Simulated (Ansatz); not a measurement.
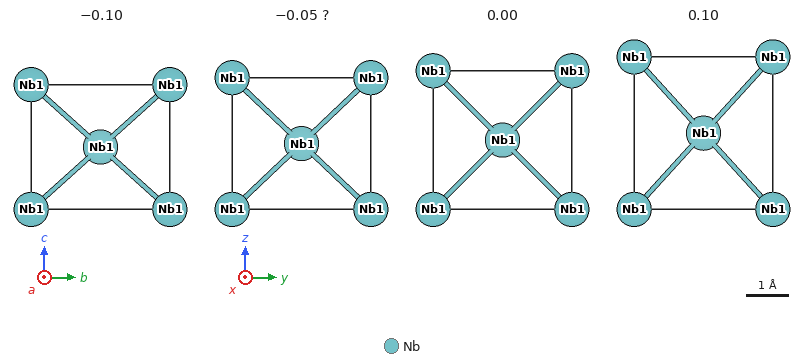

Crystalline Nb (Im-3m): the cell is strained along z alone, with the atoms kept at their fractional coordinates. x, y and z are the Cartesian axes of the input. A ball-and-stick model of the conventional cell (2 times the calculation's cell), seen along the a axis. Lengths and directions refer to the drawn axes.

The calculation used DFT PBEsol, scalar-relativistic, plane waves, PAW in Ansatz 0.2.0. (plane-wave cutoff 420 eV; k-point mesh 20 × 20 × 20; occupations gaussian; smearing width 0.15 eV; no spin polarisation). Energies (free energies at the smearing named) are counted from the cell as listed in its source, which wasn't relaxed.

```tsv
strain	energy change (meV/atom)
−0.1000	53.4
−0.0750	6.6
−0.0500	?
−0.0250	−16.1
0.0000	0.0
0.0250	32.0
0.0500	77.7
0.0750	135.1
0.0875	167.6
0.1000	202.4
```

> Fill in the missing row.

A straight line between the two neighbours gives −4.8 meV/atom. A cubic through the four nearest rows (−0.1000, −0.0750, −0.0250, 0.0000) gives, with Lagrange weights, (−0.1667)(53.4) + (0.6667)(6.6) + (0.6667)(−16.1) + (−0.1667)(0.0) = −15.2 meV/atom. The calculation gives −14.8 meV/atom, so the cubic is 0.4 meV/atom too low and the straight line 10.0 meV/atom too high, as the curve bends upwards here.

The whole profile:

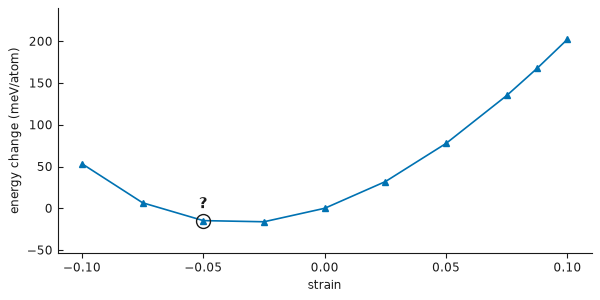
